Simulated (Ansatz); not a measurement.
## Al48N48: single-point calculation (part 1 of 2)

The run: single-point calculation of Al48N48 (96 atoms in the cell). Method and program: DFT, PBE0, PAW, plane waves (Ansatz 0.2.0).

The structure was built on a prototype by a generator.

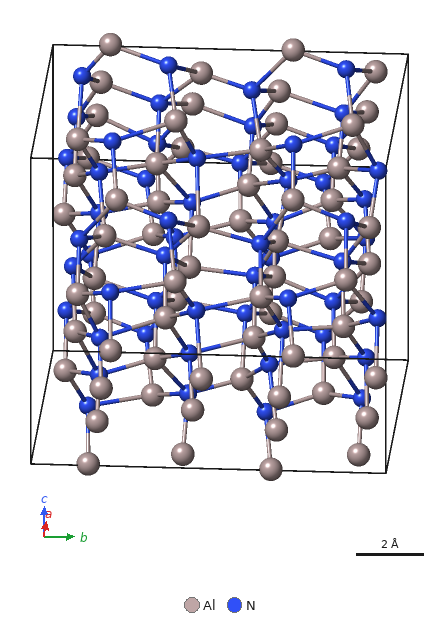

*The structure (ball-and-stick view of the cell of the calculation, seen at an oblique angle).*

Near neighbours in the crystal (not all of them lie inside the picture): Al has 4 N at 1.50 to 2.20 Å; N has 4 Al at 1.50 to 2.20 Å.

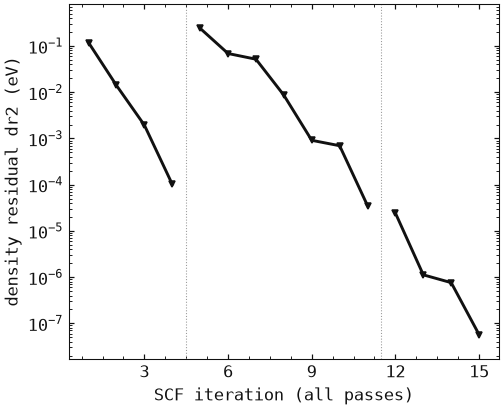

*Convergence of the self-consistent field: density residual dr2 against the SCF iteration. The run starts with a semilocal functional; after that each stretch between dotted lines is one SCF of the hybrid functional between two exact rebuilds of the exchange operator by the outer loop. Early passes are stopped at a loose threshold.*

The passes take 4, 7 and 4 iterations.

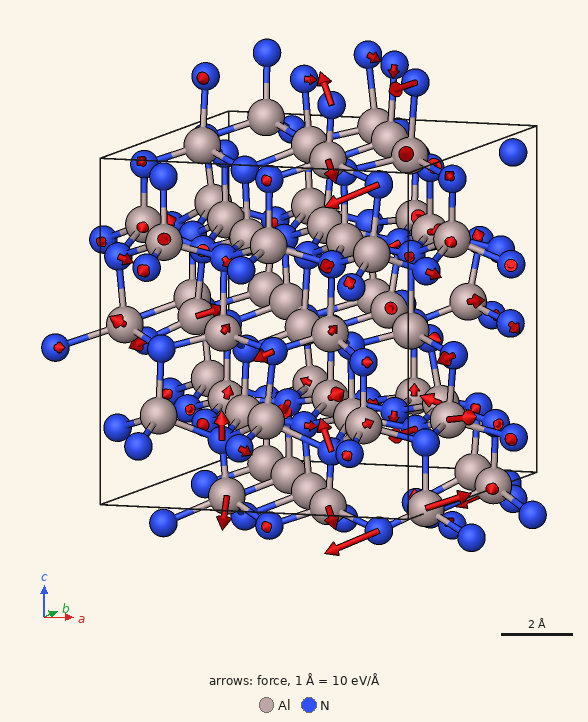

*Forces on the atoms as red arrows (ball-and-stick view of the cell of the calculation, seen slightly off an axis; bonded neighbours outside the cell are drawn too); the smallest are left out.*

The largest act on N86 (17.22 eV/Å); Al26 (13.97 eV/Å); N65 (13.61 eV/Å); Al3 (13.41 eV/Å), among others. Atoms are counted from 1 in the order of the input and aren't labelled in the picture. 

These pictures come from the run below.

The input:
```yaml
crystal:
  lattice:
    - [9.294741, 0.000000, 0.000000]
    - [0.000000, 10.732642, 0.000000]
    - [0.000000, 0.000000, 9.917222]
  atoms:
    - { symbol: Al, position: [0.152784, 0.087678, 0.251741] }
    - { symbol: Al, position: [0.172448, 0.082415, 0.754280] }
    - { symbol: Al, position: [0.987176, 0.343939, 0.240876] }
    - { symbol: Al, position: [0.997439, 0.345913, 0.762266] }
    - { symbol: Al, position: [0.499317, 0.093716, 0.250947] }
    - { symbol: Al, position: [0.508032, 0.092371, 0.757577] }
    - { symbol: Al, position: [0.328208, 0.329249, 0.233690] }
    - { symbol: Al, position: [0.338218, 0.339010, 0.741109] }
    - { symbol: Al, position: [0.165551, 0.584168, 0.233946] }
    - { symbol: Al, position: [0.165258, 0.580392, 0.751206] }
    - { symbol: Al, position: [0.011032, 0.823654, 0.252533] }
    - { symbol: Al, position: [0.014807, 0.842596, 0.757445] }
    - { symbol: Al, position: [0.821532, 0.080035, 0.252813] }
    - { symbol: Al, position: [0.848373, 0.078995, 0.749138] }
    - { symbol: Al, position: [0.676263, 0.336511, 0.237849] }
    - { symbol: Al, position: [0.663253, 0.313186, 0.745657] }
    - { symbol: Al, position: [0.497581, 0.597267, 0.247740] }
    - { symbol: Al, position: [0.488143, 0.582622, 0.748343] }
    - { symbol: Al, position: [0.336919, 0.833056, 0.249569] }
    - { symbol: Al, position: [0.335262, 0.827234, 0.763183] }
    - { symbol: Al, position: [0.857615, 0.594518, 0.246920] }
    - { symbol: Al, position: [0.820506, 0.596455, 0.740542] }
    - { symbol: Al, position: [0.668530, 0.838527, 0.227882] }
    - { symbol: Al, position: [0.674586, 0.824652, 0.742970] }
    - { symbol: Al, position: [0.005137, 0.178464, 0.496050] }
    - { symbol: Al, position: [0.988575, 0.162444, 0.009380] }
    - { symbol: Al, position: [0.332204, 0.158115, 0.488831] }
    - { symbol: Al, position: [0.342140, 0.165082, 0.017636] }
    - { symbol: Al, position: [0.144456, 0.400650, 0.495404] }
    - { symbol: Al, position: [0.156586, 0.418312, 0.986773] }
    - { symbol: Al, position: [0.017617, 0.674212, 0.506580] }
    - { symbol: Al, position: [0.993761, 0.676482, 0.005789] }
    - { symbol: Al, position: [0.676303, 0.165911, 0.500379] }
    - { symbol: Al, position: [0.674317, 0.155682, 0.002815] }
    - { symbol: Al, position: [0.486021, 0.416457, 0.476224] }
    - { symbol: Al, position: [0.503004, 0.424059, 0.003404] }
    - { symbol: Al, position: [0.331271, 0.664856, 0.510040] }
    - { symbol: Al, position: [0.334056, 0.670706, 0.008351] }
    - { symbol: Al, position: [0.154865, 0.920982, 0.501528] }
    - { symbol: Al, position: [0.156956, 0.913307, 0.000260] }
    - { symbol: Al, position: [0.832060, 0.419998, 0.480506] }
    - { symbol: Al, position: [0.826194, 0.428275, 0.984674] }
    - { symbol: Al, position: [0.665244, 0.652196, 0.501757] }
    - { symbol: Al, position: [0.665174, 0.658156, 0.992384] }
    - { symbol: Al, position: [0.503979, 0.921957, 0.496025] }
    - { symbol: Al, position: [0.513353, 0.914795, 0.988874] }
    - { symbol: Al, position: [0.817887, 0.901680, 0.497856] }
    - { symbol: Al, position: [0.826565, 0.919609, 0.004366] }
    - { symbol: N, position: [0.988664, 0.161670, 0.199561] }
    - { symbol: N, position: [0.988637, 0.167861, 0.693414] }
    - { symbol: N, position: [0.323182, 0.171897, 0.176981] }
    - { symbol: N, position: [0.330077, 0.171782, 0.703429] }
    - { symbol: N, position: [0.161127, 0.432909, 0.184569] }
    - { symbol: N, position: [0.169063, 0.394779, 0.690411] }
    - { symbol: N, position: [0.007468, 0.661185, 0.188085] }
    - { symbol: N, position: [0.018395, 0.675353, 0.687844] }
    - { symbol: N, position: [0.687697, 0.151443, 0.162314] }
    - { symbol: N, position: [0.689952, 0.149150, 0.702903] }
    - { symbol: N, position: [0.488147, 0.415998, 0.193125] }
    - { symbol: N, position: [0.497383, 0.423049, 0.683514] }
    - { symbol: N, position: [0.338062, 0.650074, 0.220996] }
    - { symbol: N, position: [0.318513, 0.667477, 0.692558] }
    - { symbol: N, position: [0.156073, 0.922766, 0.185359] }
    - { symbol: N, position: [0.178654, 0.932822, 0.700926] }
    - { symbol: N, position: [0.850957, 0.412358, 0.198734] }
    - { symbol: N, position: [0.836551, 0.415456, 0.701875] }
    - { symbol: N, position: [0.676481, 0.667717, 0.207678] }
    - { symbol: N, position: [0.687197, 0.682272, 0.693748] }
    - { symbol: N, position: [0.487668, 0.913410, 0.195402] }
    - { symbol: N, position: [0.494991, 0.909629, 0.710048] }
    - { symbol: N, position: [0.841035, 0.923776, 0.193207] }
    - { symbol: N, position: [0.846008, 0.925267, 0.673650] }
    - { symbol: N, position: [0.160187, 0.090967, 0.444872] }
    - { symbol: N, position: [0.166412, 0.092402, 0.941549] }
    - { symbol: N, position: [0.012158, 0.323920, 0.430214] }
    - { symbol: N, position: [0.007453, 0.324713, 0.939213] }
    - { symbol: N, position: [0.526515, 0.085921, 0.453948] }
    - { symbol: N, position: [0.508443, 0.097397, 0.948325] }
    - { symbol: N, position: [0.336142, 0.332013, 0.418855] }
    - { symbol: N, position: [0.329429, 0.335404, 0.935032] }
    - { symbol: N, position: [0.165809, 0.594404, 0.448531] }
    - { symbol: N, position: [0.161279, 0.579917, 0.941049] }
    - { symbol: N, position: [0.986895, 0.825998, 0.452756] }
    - { symbol: N, position: [0.995453, 0.825722, 0.946818] }
    - { symbol: N, position: [0.818805, 0.085132, 0.434244] }
    - { symbol: N, position: [0.866803, 0.090319, 0.949307] }
    - { symbol: N, position: [0.673539, 0.335406, 0.441784] }
    - { symbol: N, position: [0.657127, 0.320993, 0.945029] }
    - { symbol: N, position: [0.498998, 0.600059, 0.448869] }
    - { symbol: N, position: [0.503144, 0.593857, 0.935906] }
    - { symbol: N, position: [0.316326, 0.831929, 0.439499] }
    - { symbol: N, position: [0.323153, 0.834122, 0.946964] }
    - { symbol: N, position: [0.819674, 0.594801, 0.434071] }
    - { symbol: N, position: [0.833235, 0.570272, 0.930318] }
    - { symbol: N, position: [0.669528, 0.835717, 0.440059] }
    - { symbol: N, position: [0.674840, 0.838498, 0.921667] }
  symmetry: { detect: false }
kpoints:
  mp_grid: { grid: [1, 1, 1], shift: [0.25, 0.25, 0.25] }
hamiltonian:
  xc: pbe0
scf:
  occupations: { method: fermi_dirac, width: 0.01 }
output:
  forces: true
  eigenvalues: true
  populations: true
  eigenstates: { kpoints: [[0.25, 0.25, 0.25]], e_range: [-6.0, 6.0], localisation: true }
```

Launched with:
```bash
ansatz run in.yaml --threads 8 --pin off --max-ram 76000MiB --runs-dir r --events-out ev --progress --plain --backend cuda --devices 0,
```

Output:
```
Pseudopotentials: kind: paw
Functional definition: PBE0
  parameter a = 0.25
  parameter kappa = 0.804
  parameter beta = 0.06672455060314922
  exchange = (1 - a)*pbe_x(kappa = kappa, mu = beta*pi^2/3) + a*exact_x
  correlation = pbe_c(beta = beta)
Crystal: 96 atoms, lattice volume = 989.314 Å³
Basis set: ecut = 420 eV, 19377 PW (Γ), exchange–correlation on 128×144×144 points (8 copies of the dense FFT grid, shifted against one another)
Bands: 288, of which v1, the nominal top of the filled ones, is band 192 counted from 1 (191 counted from 0)
Symmetry: 1 space group operations
k-points: 1
Non-local potential: Al, projectors of the file, l = 0: 2, l = 1: 2, l = 2: 1
Non-local potential: N, projectors of the file, l = 0: 2, l = 1: 2, l = 2: 1
PAW form: soft (Blöchl's): semilocal exchange-correlation on the pseudo side does not see the compensation charge
PAW frozen core: Al, regenerated for the run's functional, and the local potential with it (the file was generated under x = pbe(κ = 0.804, μ = 0.2195149727645171), c = pbe(β = 0.06672455060314922))
PAW frozen core: N, regenerated for the run's functional, and the local potential with it (the file was generated under x = pbe(κ = 0.804, μ = 0.2195149727645171), c = pbe(β = 0.06672455060314922))
PAW one-centre angular grid: Al, 110 points (default); XC on 64 Gauss nodes
PAW one-centre angular grid: N, 110 points (default); XC on 64 Gauss nodes
Initial density: superposition of atomic densities (neutral atoms: chi_scale 0, normalization atom), corrected by the library's trained network
Initial wavefunctions: pseudopotential atomic-orbital guess
Functional: x = pbe(κ = 0.804, μ = 0.2195149727645171), c = pbe(β = 0.06672455060314922), warm-up for x = 0.75 pbe(κ = 0.804, μ = 0.2195149727645171) + 0.25 exact, c = pbe(β = 0.06672455060314922)
SCF iter   1: F=—  HF=-44331.948434 eV  |F-HF|=—  |Δ(HF+E_count)|=         —  Δρ=2.21e-3  dr2=1.18e-1  ethr=1.77e-3  ⟨swp⟩=20.0  Hψ=1791  notcnv=1
preconditioner: auto → none  [insulator: Δε(μ)=3.835 eV  Ē_g=12.940 eV  σ=0.010 eV  W_gap=1.00  n_scr=206 (ndim 8)  ℏωp=23.1 eV  f_vac=0.000  D(μ)=0.00/eV (n_scr^D=0)]
SCF iter   2: F=—  HF=-44331.947741 eV  |F-HF|=—  |Δ(HF+E_count)|=   6.93e-4  Δρ=1.01e-3  dr2=1.40e-2  ethr=3.08e-5  ⟨swp⟩=9.0  Hψ=1018  notcnv=0  defer=16
SCF iter   3: F=—  HF=-44331.947867 eV  |F-HF|=—  |Δ(HF+E_count)|=   1.26e-4  Δρ=3.18e-4  dr2=1.94e-3  ethr=3.65e-6  ⟨swp⟩=6.0  Hψ=778  notcnv=0  defer=27
iter 4 solved again at ethr=2.61e-8 eV; its pass at ethr=5.04e-7 eV (dr2=1.00e-4 eV) is discarded
SCF iter   4: F=-44331.948047 eV  HF=-44331.948083 eV  |F-HF|=3.56e-5  |Δ(HF+E_count)|=   2.16e-4  Δρ=1.17e-4  dr2=1.02e-4  ethr=2.61e-8  ⟨swp⟩=6.0  Hψ=1481  notcnv=0  defer=12
SCF 1 stopped early in 4 iterations: F = -44331.948047 eV  dr2 = 1.02e-4
  greatest PAW one-centre occupation: 0.810 electrons in one spin orbital (limit 2), on the N atom at site 67 (counted from 0), in its partial waves of l = 0
Initial density: handed on by an earlier stage of this run
Initial wavefunctions: those handed on with the density
Functional: x = 0.75 pbe(κ = 0.804, μ = 0.2195149727645171) + 0.25 exact, c = pbe(β = 0.06672455060314922)
Exchange kernel: α = 0.2500, full range, Wigner–Seitz truncation, v(0) = 3397.0042 eV·Å³, q-mesh 1×1×1, nearest image of the exchange supercell L = 9.29 Å, pair-density grid 45×54×48, without the augmentation charges, whose exchange is taken in its separable form (sized by the pseudopotential files, 64×72×72 at the most)
Frozen-core exchange: fock
SCF iter   1: F=—  HF=-44365.152891 eV  |F-HF|=—  |Δ(HF+E_count)|=         —  Δρ=6.06e-3  dr2=2.41e-1  ethr=2.65e-7  ⟨swp⟩=20.0  Hψ=2036  notcnv=0
preconditioner: auto → none  [insulator: Δε(μ)=5.798 eV  Ē_g=15.726 eV  σ=0.010 eV  W_gap=1.00  n_scr=206 (ndim 8)  ℏωp=23.1 eV  f_vac=0.000  D(μ)=0.00/eV (n_scr^D=0)]
SCF iter   2: F=—  HF=-44365.073258 eV  |F-HF|=—  |Δ(HF+E_count)|=   7.96e-2  Δρ=3.03e-3  dr2=6.88e-2  ethr=2.65e-7  ⟨swp⟩=7.0  Hψ=1334  notcnv=0
SCF iter   3: F=—  HF=-44365.061044 eV  |F-HF|=—  |Δ(HF+E_count)|=   1.22e-2  Δρ=1.12e-3  dr2=5.18e-2  ethr=2.65e-7  ⟨swp⟩=6.0  Hψ=1274  notcnv=0
SCF iter   4: F=—  HF=-44365.248500 eV  |F-HF|=—  |Δ(HF+E_count)|=   1.87e-1  Δρ=7.97e-4  dr2=8.63e-3  ethr=2.65e-7  ⟨swp⟩=9.0  Hψ=1304  notcnv=0  defer=1
SCF iter   5: F=—  HF=-44365.246483 eV  |F-HF|=—  |Δ(HF+E_count)|=   2.02e-3  Δρ=1.95e-4  dr2=9.11e-4  ethr=2.65e-7  ⟨swp⟩=5.0  Hψ=894  notcnv=0
SCF iter   6: F=—  HF=-44365.250535 eV  |F-HF|=—  |Δ(HF+E_count)|=   4.05e-3  Δρ=2.15e-4  dr2=6.96e-4  ethr=9.15e-8  ⟨swp⟩=8.0  Hψ=1056  notcnv=0
SCF iter   7: F=-44365.250376 eV  HF=-44365.250381 eV  |F-HF|=4.52e-6  |Δ(HF+E_count)|=   1.54e-4  Δρ=4.12e-5  dr2=3.52e-5  ethr=9.15e-8  ⟨swp⟩=4.0  Hψ=569  notcnv=0
SCF 2 stopped early in 7 iterations: F = -44365.250376 eV  dr2 = 3.52e-5
  Residual-converged pass: ⟨swp⟩=4.0  Hψ=811  notcnv=0  max |occ|·‖R‖ = 5.0e-6 eV (tolerance 6.7e-6 eV)  dr2=3.58e-5  dr2_onsite=3.99e-6  max |Δocc| = 0.0e0
  greatest PAW one-centre occupation: 0.811 electrons in one spin orbital (limit 2), on the N atom at site 67 (counted from 0), in its partial waves of l = 0
hybrid outer 1: dexx = +2.019e-1 eV, tail = 1.57e-4 eV
```
